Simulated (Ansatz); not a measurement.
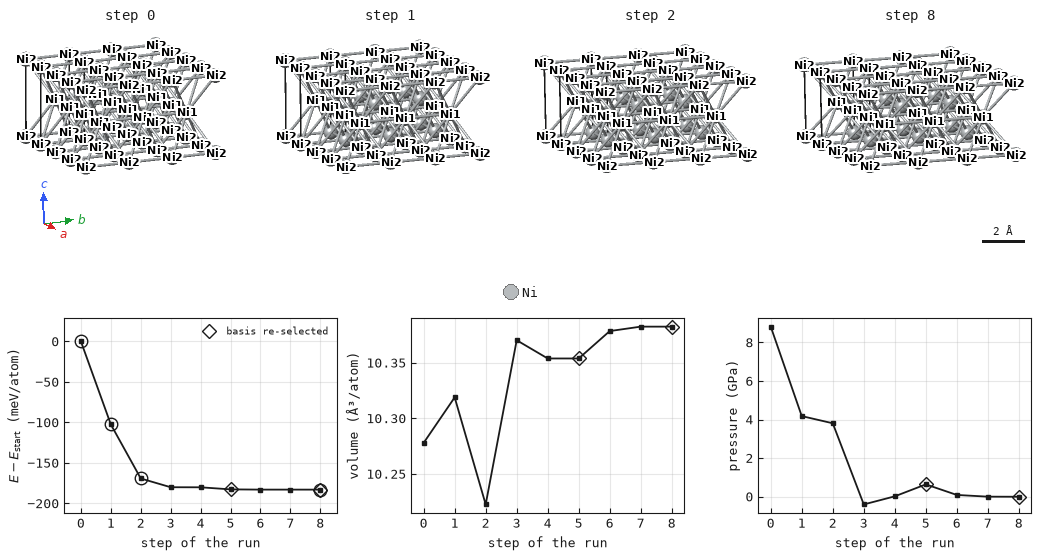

Frames of a relaxation of solid Ni (set up in P-1), marked on the history of the run. The picture is a ball-and-stick view of the cell of the calculation, repeated 4 × 3 × 1 with one cell outlined, seen slightly off an axis.

Case: cell sheared at random, sigma 0.06, atoms nudged by 0.01 Å; relaxed back.

Level of theory: DFT PBEsol, scalar-relativistic, plane waves, PAW in Ansatz 0.2.0.

The input:
```yaml
crystal:
  lattice:
    - [-0.0028777983, -1.8214226025, -1.7242647254]
    - [0.0646513145, 1.6045258069, -1.5073679298]
    - [3.7318690123, 0.0675291127, -0.0617735162]
  atoms:
    - { symbol: Ni, position: [0.4989880554, 0.5015250427, 0.5015600368], spin: 0.73 }
    - { symbol: Ni, position: [0.0010119446, -0.0015250427, -0.0015600368], spin: 0.73 }
basis:
  ecutwfc: 420
kpoints:
  mp_grid: { grid: [14, 14, 10] }
hamiltonian:
  xc: pbesol
scf:
  occupations: { method: gaussian, width: 0.15 }
output:
  forces: true
  stress: true
  eigenvalues: true
  populations: true
magnetization:
  spin_polarized: true
relax:
  adjacent_minimum: "off"
  f_tol: 0.01
  max_steps: 80
  cell: { stress_tol: 0.1 }
```

Command:
```bash
ansatz run input.yaml --threads 2 --pin off --max-ram 5120MiB --backend cpu --events-out ev --progress --plain --runs-dir out
```

Describe the path.

Answer. After 6 accepted moves (8 points after the start) the energy has fallen by 183 meV per atom. The largest force component goes from 0.088 to under 0.0001 eV/Å. Pressure: 8.82 GPa at the start and −0.01 GPa at the end. The SCF was repeated twice at an unchanged geometry on a basis and grid sized afresh for the cell, which shifted the energy by 2.6 meV per atom at most. The largest moves relative to the cell, 0.007 Å, are those of Ni1 and Ni2. Ni1 goes along [1 −2 −2]. Cell: a 2.508 → 2.448 Å (−2.4 %), b 2.202 → 2.448 Å (+11.1 %), c 3.733 → 3.465 Å (−7.2 %), α 86.9° → 90.0°, β 90.2° → 90.0°, γ 93.4° → 90.0°. Volume +1.0 %. Near-neighbour distances that change, for instance: Ni1–Ni1 2.202 → 2.448 Å, Ni1–Ni2 2.596 → 2.449 Å, Ni1–Ni2 (another image) 2.567 → 2.449 Å, Ni1–Ni2 (another image) 2.523 → 2.449 Å. The space group (tolerance 0.01 Å) goes from P-1 (No. 2) to Fm-3m (No. 225). Cost: 6.3 min on 2 threads of Intel(R) Xeon(R) Platinum 8259CL CPU @ 2.50GHz (Skylake/Cascade Lake) (shared host), peak memory 1.1 GiB. From step 0 to 1: volume +0.4 %, energy −103 meV per atom. From step 1 to 2: volume −0.9 %, energy −66.7 meV per atom. From step 2 to 8: volume +1.6 %, energy −13.7 meV per atom.
